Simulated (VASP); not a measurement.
## Single-point calculation of AlAs

- system: AlAs (F-43m, 16 atoms in the cell)
- method: Kohn-Sham DFT of a periodic cell, PBE, VASP PAW PBE potentials, recommended, no spin polarisation (VASP 6.6.1)

The structure derives from a Materials Project entry. It belongs to a series of runs on one base structure; here: the perfect crystal in a cell of 16 atoms.

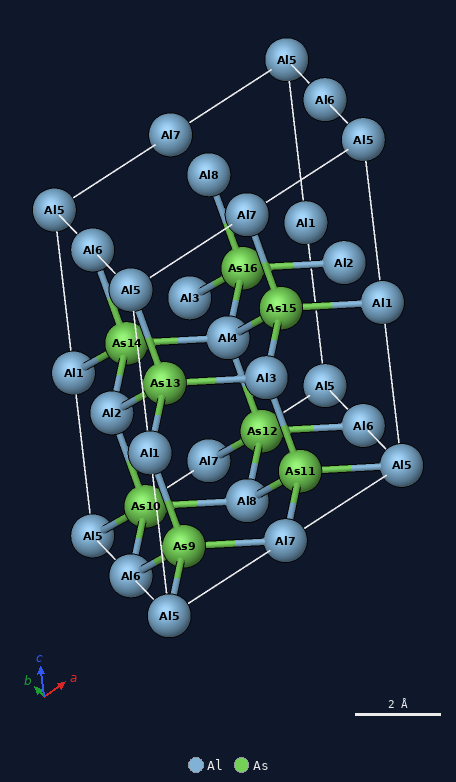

Figure 1. The input geometry (ball-and-stick view of the cell of the calculation, seen slightly off an axis; atoms are numbered from 1 in the order of the input). Near neighbours in the crystal (not all of them lie inside the picture): Al has 4 As at 2.48 Å; As has 4 Al at 2.48 Å.

### Key numbers

| quantity | value |
| --- | --- |
| outcome | converged |
| space group (tolerance 0.01 Å) | F-43m (216) |
| electrons treated | 64 |
| free energy | −59.6352 eV |
| Fermi energy | 4.019 eV |
| gap on the k-point mesh | 1.32 eV |
| pressure | 4.93 GPa |
| largest force (length of the vector) | under 0.001 eV/Å |
| hardware | 1 thread of Intel Xeon @ 2.50GHz (Skylake/Cascade Lake), 128 GiB of memory available, shared host |
| wall time | 99 s |
| peak memory | 0.43 GiB |

### Remarks

The k-point mesh is coarse for a cell of this size, so the results may not be converged.

### INCAR
```
PREC = Accurate
ENCUT = 520
EDIFF = 1E-7
ISMEAR = 0
SIGMA = 0.01
LREAL = Auto
LASPH = True
NELM = 60
ALGO = Fast
ISIF = 2
LWAVE = False
LCHARG = False
GGA = PE
NBANDS = 46
```

### KPOINTS
```
regular mesh
0
Gamma
  1 1 1
```

### POSCAR
```
AlAs
1.0
    0.0000000000      5.7279123196     -5.7279123196
    5.7279123196      5.7279123196      0.0000000000
    5.7279123196      0.0000000000     -5.7279123196
Al As
8 8
Direct
    0.0000000000      0.0000000000      0.5000000000
    0.0000000000      0.5000000000      0.5000000000
    0.5000000000      0.0000000000      0.5000000000
    0.5000000000      0.5000000000      0.5000000000
    0.0000000000      0.0000000000      1.0000000000
    0.0000000000      0.5000000000      1.0000000000
    0.5000000000      0.0000000000      1.0000000000
    0.5000000000      0.5000000000      1.0000000000
    0.1250000000      0.1250000000      0.1250000000
    0.1250000000      0.6250000000      0.1250000000
    0.6250000000      0.1250000000      0.1250000000
    0.6250000000      0.6250000000      0.1250000000
    0.1250000000      0.1250000000      0.6250000000
    0.1250000000      0.6250000000      0.6250000000
    0.6250000000      0.1250000000      0.6250000000
    0.6250000000      0.6250000000      0.6250000000
```

Command:
```bash
cat potpaw_PBE.64/Al/POTCAR potpaw_PBE.64/As/POTCAR > POTCAR
mpirun -np 1 vasp_gam > vasp.out
```

### OSZICAR
```
N       E                     dE             d eps       ncg     rms          rms(c)
DAV:   1     0.356941058516E+03    0.35694E+03   -0.26710E+04    92   0.118E+03
DAV:   2    -0.255333077493E+02   -0.38247E+03   -0.34448E+03   136   0.188E+02
DAV:   3    -0.624066959250E+02   -0.36873E+02   -0.36191E+02   104   0.575E+01
DAV:   4    -0.632976414186E+02   -0.89095E+00   -0.88904E+00   104   0.104E+01
DAV:   5    -0.633177622966E+02   -0.20121E-01   -0.20118E-01   106   0.166E+00    0.109E+01
RMM:   6    -0.599816106026E+02    0.33362E+01   -0.51980E+00    92   0.557E+00    0.645E+00
RMM:   7    -0.595971195640E+02    0.38449E+00   -0.52692E+00    92   0.576E+00    0.260E+00
RMM:   8    -0.596750573153E+02   -0.77938E-01   -0.83978E-01    93   0.278E+00    0.111E+00
RMM:   9    -0.596307837977E+02    0.44274E-01   -0.20863E-01    96   0.126E+00    0.236E-01
RMM:  10    -0.596413558713E+02   -0.10572E-01   -0.50263E-02    98   0.667E-01    0.375E-01
RMM:  11    -0.596353789794E+02    0.59769E-02   -0.10137E-02    98   0.343E-01    0.849E-02
RMM:  12    -0.596353012242E+02    0.77755E-04   -0.54103E-03   100   0.214E-01    0.782E-02
RMM:  13    -0.596352150752E+02    0.86149E-04   -0.34366E-04   103   0.809E-02    0.301E-02
RMM:  14    -0.596352094345E+02    0.56407E-05   -0.17218E-04    99   0.436E-02    0.142E-02
RMM:  15    -0.596352115526E+02   -0.21180E-05   -0.31923E-05   111   0.189E-02    0.992E-03
RMM:  16    -0.596352122979E+02   -0.74534E-06   -0.68279E-06   119   0.782E-03    0.103E-02
RMM:  17    -0.596352151208E+02   -0.28229E-05   -0.54799E-06    98   0.568E-03    0.119E-02
RMM:  18    -0.596352231947E+02   -0.80739E-05   -0.13726E-05   116   0.839E-03    0.206E-02
RMM:  19    -0.596352126002E+02    0.10594E-04   -0.27921E-05   129   0.124E-02    0.521E-03
RMM:  20    -0.596352126946E+02   -0.94388E-07   -0.64005E-06    99   0.620E-03    0.406E-03
RMM:  21    -0.596352154622E+02   -0.27675E-05   -0.83183E-06    98   0.662E-03    0.105E-02
RMM:  22    -0.596352124235E+02    0.30386E-05   -0.45227E-06    98   0.586E-03    0.299E-03
RMM:  23    -0.596352122094E+02    0.21410E-06   -0.42857E-07    77   0.203E-03    0.238E-03
RMM:  24    -0.596352120428E+02    0.16660E-06   -0.39161E-07    74   0.152E-03    0.982E-04
RMM:  25    -0.596352120159E+02    0.26883E-07   -0.78265E-08    55   0.779E-04
   1 F= -.59635212E+02 E0= -.59635212E+02  d E =-.898696E-36
```

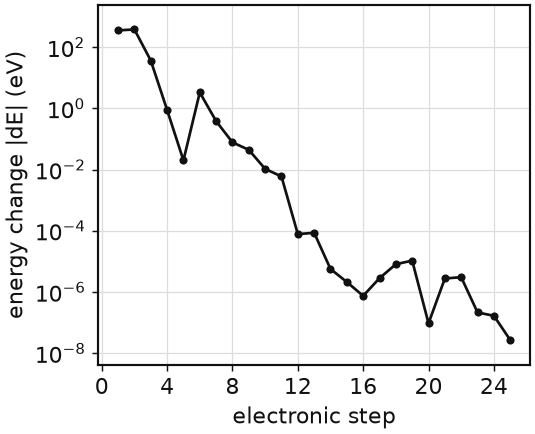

Figure 2. Convergence of the self-consistent field: energy change |dE| against the electronic step. It takes 25 electronic steps. The density is held fixed in the first few steps, and dE rises again when its update begins.

### Parts of OUTCAR
```
PREC = Accurate
   ENCUT = 520
   EDIFF = 1E-7
   ISMEAR = 0
   LREAL = Auto
   LASPH = True
   NELM = 60
   ISIF = 2
   GGA = PE

 ion  position               nearest neighbor table
   1  0.000  0.000  0.500-   9 2.48  14 2.48  15 2.48  13 2.48
   2  0.000  0.500  0.500-  10 2.48  13 2.48  16 2.48  14 2.48
   3  0.500  0.000  0.500-  11 2.48  13 2.48  16 2.48  15 2.48
   4  0.500  0.500  0.500-  12 2.48  14 2.48  15 2.48  16 2.48
   5  0.000  0.000  0.000-  10 2.48  11 2.48  13 2.48   9 2.48
   6  0.000  0.500  0.000-   9 2.48  12 2.48  14 2.48  10 2.48
   7  0.500  0.000  0.000-   9 2.48  12 2.48  15 2.48  11 2.48
   8  0.500  0.500  0.000-  10 2.48  11 2.48  16 2.48  12 2.48
   9  0.125  0.125  0.125-   1 2.48   6 2.48   7 2.48   5 2.48
  10  0.125  0.625  0.125-   2 2.48   5 2.48   8 2.48   6 2.48
  11  0.625  0.125  0.125-   3 2.48   5 2.48   8 2.48   7 2.48
  12  0.625  0.625  0.125-   4 2.48   6 2.48   7 2.48   8 2.48
  13  0.125  0.125  0.625-   2 2.48   3 2.48   5 2.48   1 2.48
  14  0.125  0.625  0.625-   1 2.48   4 2.48   6 2.48   2 2.48
  15  0.625  0.125  0.625-   1 2.48   4 2.48   7 2.48   3 2.48
  16  0.625  0.625  0.625-   2 2.48   3 2.48   8 2.48   4 2.48

  LATTYP: Found a face centered cubic cell.
 ALAT       =    11.4558246392

  Lattice vectors:

 A1 = (   0.0000000000,   5.7279123196,  -5.7279123196)
 A2 = (   5.7279123196,   5.7279123196,   0.0000000000)
 A3 = (   5.7279123196,   0.0000000000,  -5.7279123196)

Analysis of symmetry for initial positions (statically):
=====================================================================
 Subroutine PRICEL returns following result:

  LATTYP: Found a face centered cubic cell.
 ALAT       =     5.7279123196

  Lattice vectors:

 A1 = (   0.0000000000,   2.8639561598,  -2.8639561598)
 A2 = (   2.8639561598,   2.8639561598,   0.0000000000)
 A3 = (   2.8639561598,   0.0000000000,  -2.8639561598)

   8 primitive cells build up your supercell.

 Routine SETGRP: Setting up the symmetry group for a
 face centered cubic supercell.

 Subroutine GETGRP returns: Found 24 space group operations
 (whereof 24 operations were pure point group operations)
 out of a pool of 48 trial point group operations.

The static configuration has the point symmetry T_d .

Analysis of symmetry for dynamics (positions and initial velocities):
=====================================================================
 Subroutine PRICEL returns following result:

  LATTYP: Found a face centered cubic cell.
 ALAT       =     5.7279123196

  Lattice vectors:

 A1 = (   0.0000000000,   2.8639561598,  -2.8639561598)
 A2 = (   2.8639561598,   2.8639561598,   0.0000000000)
 A3 = (   2.8639561598,   0.0000000000,  -2.8639561598)

   8 primitive cells build up your supercell.

 Routine SETGRP: Setting up the symmetry group for a
 face centered cubic supercell.

 Subroutine GETGRP returns: Found 24 space group operations
 (whereof 24 operations were pure point group operations)
 out of a pool of 48 trial point group operations.

The dynamic configuration has the point symmetry T_d .

 Subroutine INISYM returns: Found 24 space group operations
 (whereof 24 operations are pure point group operations),
 and found     8 'primitive' translations

----------------------------------------------------------------------------------------

                                     Primitive cell

  volume of cell :      46.9817

  direct lattice vectors                    reciprocal lattice vectors
     0.000000000  2.863956160 -2.863956160    -0.174583678  0.174583678 -0.174583678
     2.863956160  2.863956160  0.000000000     0.174583678  0.174583678  0.174583678
     2.863956160  0.000000000 -2.863956160     0.174583678 -0.174583678 -0.174583678

  length of vectors
     4.050245643  4.050245643  4.050245643     0.302387800  0.302387800  0.302387800

  position of ions in fractional coordinates (direct lattice)
     0.000000000  0.000000000  0.000000000
     0.250000000  0.250000000  0.250000000

  ion indices of the primitive-cell ions
   primitive index   ion index
                 1           1
                 2          13

----------------------------------------------------------------------------------------

 KPOINTS: regular mesh

Automatic generation of k-mesh.
 Grid dimensions read from file:
 generate k-points for:    1    1    1

 Generating k-lattice:

  Cartesian coordinates                     Fractional coordinates (reciprocal lattice)
    -0.087291839  0.087291839 -0.087291839     1.000000000  0.000000000  0.000000000
     0.087291839  0.087291839  0.087291839     0.000000000  1.000000000  0.000000000
     0.087291839 -0.087291839 -0.087291839     0.000000000  0.000000000  1.000000000

  Length of vectors
     0.151193900  0.151193900  0.151193900

  Shift w.r.t. Gamma in fractional coordinates (k-lattice)
     0.000000000  0.000000000  0.000000000

 Subroutine IBZKPT returns following result:
 ===========================================

 Found      1 irreducible k-points:

 Following reciprocal coordinates:
            Coordinates               Weight
  0.000000  0.000000  0.000000      1.000000
   k-points           NKPTS =      1   k-points in BZ     NKDIM =      1   number of bands    NBANDS=     46
   number of dos      NEDOS =    301   number of ions     NIONS =     16
   total plane-waves  NPLWV = 216000
   dimension x,y,z NGX =    60 NGY =   60 NGZ =   60
   dimension x,y,z NGXF=   120 NGYF=  120 NGZF=  120
   ions per type =               8   8
   NGX,Y,Z   is equivalent  to a cutoff of  12.31, 12.31, 12.31 a.u.
   NGXF,Y,Z  is equivalent  to a cutoff of  24.63, 24.63, 24.63 a.u.
 SYSTEM =  unknown system
   PREC   = accura    normal or accurate (medium, high low for compatibility)
   ISTART =      0    job   : 0-new  1-cont  2-samecut
   ICHARG =      2    charge: 1-file 2-atom 10-const
   ISPIN  =      1    spin polarized calculation?
   LNONCOLLINEAR =      F non collinear calculations
   LSORBIT =      F    spin-orbit coupling
   LASPH  =      T    aspherical Exc in radial PAW
   ENCUT  =  520.0 eV  38.22 Ry    6.18 a.u.  15.06 15.06 15.06*2*pi/ulx,y,z
   NELM   =     60;   NELMIN=  2; NELMDL= -5     # of ELM steps
   EDIFF  = 0.1E-06   stopping-criterion for ELM
   LREAL  =      T    real-space projection
   EDIFFG = 0.1E-05   stopping-criterion for IOM
   NSW    =      0    number of steps for IOM
   IBRION =     -1    ionic relax: 0-MD 1-quasi-New 2-CG
   NFREE  =      0    steps in history (QN), initial steepest desc. (CG)
   ISIF   =      2    stress and relaxation
   ISYM   =      2    0-nonsym 1-usesym 2-fastsym
   POTIM  = 0.5000    time-step for ionic-motion
   TEBEG  =    0.0;   TEEND  =   0.0 temperature during run
   PSTRESS=    0.0 pullay stress
   NELECT =      64.0000    total number of electrons
   NUPDOWN=      -1.0000    fix difference up-down
   EMIN   =  10.00;   EMAX   =-10.00  energy-range for DOS
   EFERMI =   0.00;   METHOD = LEGACY
   ISMEAR =     0;   SIGMA  =   0.01  broadening in eV -4-tet -1-fermi 0-gaus
   EFERMI_NEDOS =   21; number of points for ismear=-14 and -15
   IALGO  =     68    algorithm
   IMIX   =      4    mixing-type and parameters
     AMIX     =   0.40;   BMIX     =  1.00
     AMIX_MAG =   1.60;   BMIX_MAG =  1.00
  volume/ion in A,a.u.               =      23.49       158.52
  Fermi-wavevector in a.u.,A,eV,Ry     =   0.907392  1.714723 11.202506  0.823361
  Thomas-Fermi vector in A             =   2.031194
   LORBIT       =      0    0 simple, 1 ext, 2 COOP (PROOUT), +10 PAW based schemes
   GGA     = PE    functional components
   LHFCALC =     F    Hartree Fock is set to
   AEXX    =    0.0000 exact exchange contribution
   IVDW    =     0    specifies the selected vdW correction
   LEPSILON=     F    determine dielectric tensor
   LRPA    =     F    only Hartree local field effects (RPA)
 non-spin polarized calculation
 RMM-DIIS sequential band-by-band and
 Gauss-broadening in eV      SIGMA  =   0.01
  energy-cutoff  :      520.00
  volume of cell :      375.85
 maximum number of plane-waves:      5041
   NGX = 31   NGY = 31   NGZ = 31

 number of electron      63.9999991 magnetization

 Free energy of the ion-electron system (eV)
  ---------------------------------------------------
  ext. energy  EPLUGINS =         0.00000000
  ---------------------------------------------------
  free energy    TOTEN  =       -59.63521202 eV

  energy without entropy =      -59.63521202  energy(sigma->0) =      -59.63521202

 E-fermi :   4.0190     XC(G=0):  -8.7094     alpha+bet : -9.9196

 val. band max:        3.9301370811   @ k =   0.0000   0.0000   0.0000
 cond. band min:       5.2534165535   @ k =   0.0000   0.0000   0.0000
 fundamental gap:      1.3232794725
 Fermi energy:         4.0189743852

 k-point     1 :       0.0000    0.0000    0.0000
  band No.  band energies     occupation
      1      -7.7370      2.00000
      2      -6.3372      2.00000
      3      -6.3372      2.00000
      4      -6.3372      2.00000
      5      -6.3372      2.00000
      6      -5.7868      2.00000
      7      -5.7868      2.00000
      8      -5.7868      2.00000
      9      -1.6273      2.00000
     10      -1.6273      2.00000
     11      -1.6273      2.00000
     12      -1.6273      2.00000
     13      -1.5344      2.00000
     14      -1.5344      2.00000
     15      -1.5344      2.00000
     16       1.7551      2.00000
     17       1.7551      2.00000
     18       1.7551      2.00000
     19       1.7551      2.00000
     20       1.7551      2.00000
     21       1.7551      2.00000
     22       3.0932      2.00000
     23       3.0932      2.00000
     24       3.0932      2.00000
     25       3.0932      2.00000
     26       3.0932      2.00000
     27       3.0932      2.00000
     28       3.0932      2.00000
     29       3.0932      2.00000
     30       3.9301      2.00000
     31       3.9301      2.00000
     32       3.9301      2.00000
     33       5.2534      0.00000
     34       5.2534      0.00000
     35       5.2534      0.00000
     36       5.6719      0.00000
     37       5.8085      0.00000
     38       5.8085      0.00000
     39       5.8085      0.00000
     40       5.8085      0.00000
     41       6.0655      0.00000
     42       6.0655      0.00000
     43       6.0655      0.00000
     44       7.9324      0.00000
 [bands above 44 left out]

------------------------ aborting loop because EDIFF is reached ----------------------------------------

  FORCE on cell =-STRESS in cart. coord.  units (eV):
  Direction    XX          YY          ZZ          XY          YZ          ZX
  --------------------------------------------------------------------------------------
  -------------------------------------------------------------------------------------
  Total       11.5638471     11.5638471     11.5638471      0.0000000      0.0000000     -0.0000000
  in kB       49.2939753     49.2939753     49.2939753      0.0000000      0.0000000     -0.0000000
  external PRESSURE =      49.2939753 kB  Pullay stress =       0.0000000 kB

 VOLUME and BASIS-vectors are now :
 -----------------------------------------------------------------------------
  energy-cutoff  :      520.00
  volume of cell :      375.85
      direct lattice vectors                 reciprocal lattice vectors
     0.000000000  5.727912320 -5.727912320    -0.087291839  0.087291839 -0.087291839
     5.727912320  5.727912320  0.000000000     0.087291839  0.087291839  0.087291839
     5.727912320  0.000000000 -5.727912320     0.087291839 -0.087291839 -0.087291839

 POSITION                                       TOTAL-FORCE (eV/Angst)
 -----------------------------------------------------------------------------------
      2.86396      0.00000     -2.86396        -0.000000     -0.000000      0.000000
      5.72791      2.86396     -2.86396        -0.000000      0.000000      0.000000
      2.86396      2.86396     -5.72791        -0.000000      0.000000     -0.000000
      5.72791      5.72791     -5.72791         0.000000      0.000000      0.000000
      0.00000      0.00000      0.00000         0.000000     -0.000000      0.000000
      2.86396      2.86396      0.00000        -0.000000      0.000000      0.000000
      0.00000      2.86396     -2.86396         0.000000      0.000000      0.000000
      2.86396      5.72791     -2.86396        -0.000000      0.000000     -0.000000
      1.43198      1.43198     -1.43198         0.000000     -0.000000     -0.000000
      4.29593      4.29593     -1.43198         0.000000     -0.000000     -0.000000
      1.43198      4.29593     -4.29593         0.000000     -0.000000     -0.000000
      4.29593      7.15989     -4.29593         0.000000     -0.000000     -0.000000
      4.29593      1.43198     -4.29593        -0.000000     -0.000000     -0.000000
      7.15989      4.29593     -4.29593         0.000000     -0.000000     -0.000000
      4.29593      4.29593     -7.15989         0.000000     -0.000000     -0.000000
      7.15989      7.15989     -7.15989        -0.000000     -0.000000     -0.000000
 -----------------------------------------------------------------------------------
    total drift:                               -0.000001     -0.000001      0.000001

  FREE ENERGIE OF THE ION-ELECTRON SYSTEM (eV)
  ---------------------------------------------------
  free  energy   TOTEN  =       -59.6352120159 eV

  energy  without entropy=      -59.6352120159  energy(sigma->0) =      -59.63521202
```

### CONTCAR
```
AlAs
   1.00000000000000
     0.0000000000000000    5.7279123195999997   -5.7279123195999997
     5.7279123195999997    5.7279123195999997    0.0000000000000000
     5.7279123195999997    0.0000000000000000   -5.7279123195999997
  Al              As
     8     8
Direct
     0.0000000000000000    0.0000000000000000    0.5000000000000000
     0.0000000000000000    0.5000000000000000    0.5000000000000000
     0.5000000000000000    0.0000000000000000    0.5000000000000000
     0.5000000000000000    0.5000000000000000    0.5000000000000000
     0.0000000000000000    0.0000000000000000    0.0000000000000000
     0.0000000000000000    0.5000000000000000    0.0000000000000000
     0.5000000000000000    0.0000000000000000    0.0000000000000000
     0.5000000000000000    0.5000000000000000    0.0000000000000000
     0.1250000000000000    0.1250000000000000    0.1250000000000000
     0.1250000000000000    0.6250000000000000    0.1250000000000000
     0.6250000000000000    0.1250000000000000    0.1250000000000000
     0.6250000000000000    0.6250000000000000    0.1250000000000000
     0.1250000000000000    0.1250000000000000    0.6250000000000000
     0.1250000000000000    0.6250000000000000    0.6250000000000000
     0.6250000000000000    0.1250000000000000    0.6250000000000000
     0.6250000000000000    0.6250000000000000    0.6250000000000000

  0.00000000E+00  0.00000000E+00  0.00000000E+00
  0.00000000E+00  0.00000000E+00  0.00000000E+00
  0.00000000E+00  0.00000000E+00  0.00000000E+00
  0.00000000E+00  0.00000000E+00  0.00000000E+00
  0.00000000E+00  0.00000000E+00  0.00000000E+00
  0.00000000E+00  0.00000000E+00  0.00000000E+00
  0.00000000E+00  0.00000000E+00  0.00000000E+00
  0.00000000E+00  0.00000000E+00  0.00000000E+00
  0.00000000E+00  0.00000000E+00  0.00000000E+00
  0.00000000E+00  0.00000000E+00  0.00000000E+00
  0.00000000E+00  0.00000000E+00  0.00000000E+00
  0.00000000E+00  0.00000000E+00  0.00000000E+00
  0.00000000E+00  0.00000000E+00  0.00000000E+00
  0.00000000E+00  0.00000000E+00  0.00000000E+00
  0.00000000E+00  0.00000000E+00  0.00000000E+00
  0.00000000E+00  0.00000000E+00  0.00000000E+00
```
